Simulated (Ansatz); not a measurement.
Pt

Input file:

```
crystal:
  lattice:
    - [1.9590303458, -1.9590303458, 0.0]
    - [1.9590303458, 0.0, -1.9590303458]
    - [11.3002229983, 11.3002229983, 11.3002229983]
  atoms:
    - { symbol: Pt, position: [0.6666666667, 0.6666666667, 0.0577758079] }
    - { symbol: Pt, position: [0.0, 0.0, 0.6356494617] }
    - { symbol: Pt, position: [0.3333333333, 0.3333333333, 0.1733505387] }
    - { symbol: Pt, position: [0.6666666667, 0.6666666667, 0.4045000002] }
    - { symbol: Pt, position: [0.0, 0.0, 0.2889252694] }
    - { symbol: Pt, position: [0.3333333333, 0.3333333333, 0.5200747309] }
basis:
  ecutwfc: 420
kpoints:
  mp_grid: { grid: [24, 24, 5] }
hamiltonian:
  xc: pbesol
scf:
  occupations: { method: gaussian, width: 0.15 }
output:
  forces: true
  stress: true
  eigenvalues: true
  write_density: true
  write_potential: true
  elf: true
  volumetric_format: npy
```

Run with:

```sh
ansatz run input.yaml --threads 2 --pin off --max-ram 5120MiB --backend cpu --events-out ev --progress --plain --runs-dir out
```

Below, planes, directions and counts refer to the conventional cell (a = 2.77 Å, b = 2.77 Å, c = 19.57 Å, α = 90.00°, β = 90.00°, γ = 120.00°).

Space group P-3m1; computed pressure about −4 GPa in this cell.

Level of theory: Ansatz 0.2.0, DFT PBEsol, scalar-relativistic, plane waves, PAW.

> What will maps of the valence pseudo-density and electron localisation function show?

Pt–Pt (2.77 Å): ρ at the midpoint is about 0.38 e/Å³; the ELF is about 0.30 at the midpoint (no localised pair shows between them).

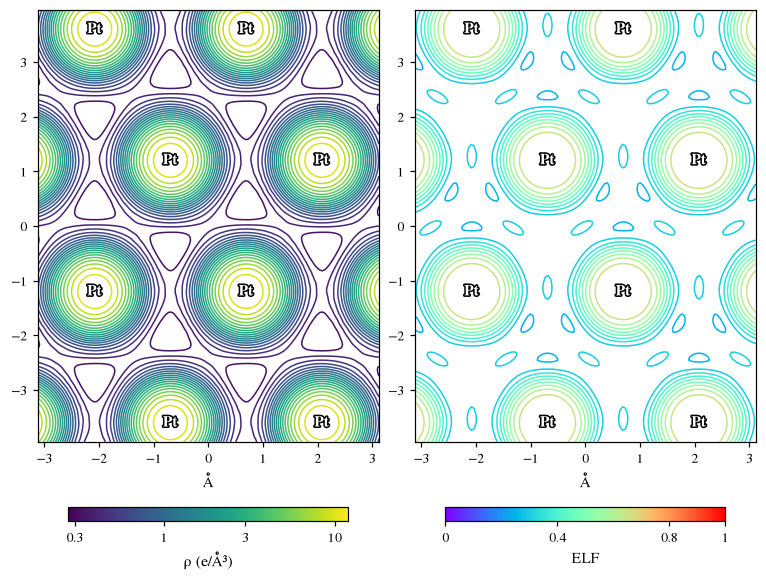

Computed valence pseudo-density and electron localisation function on the (001) plane of the conventional cell, in this order. 

The density is the valence pseudo-density of a PAW calculation; it isn't the true density close to the nuclei.
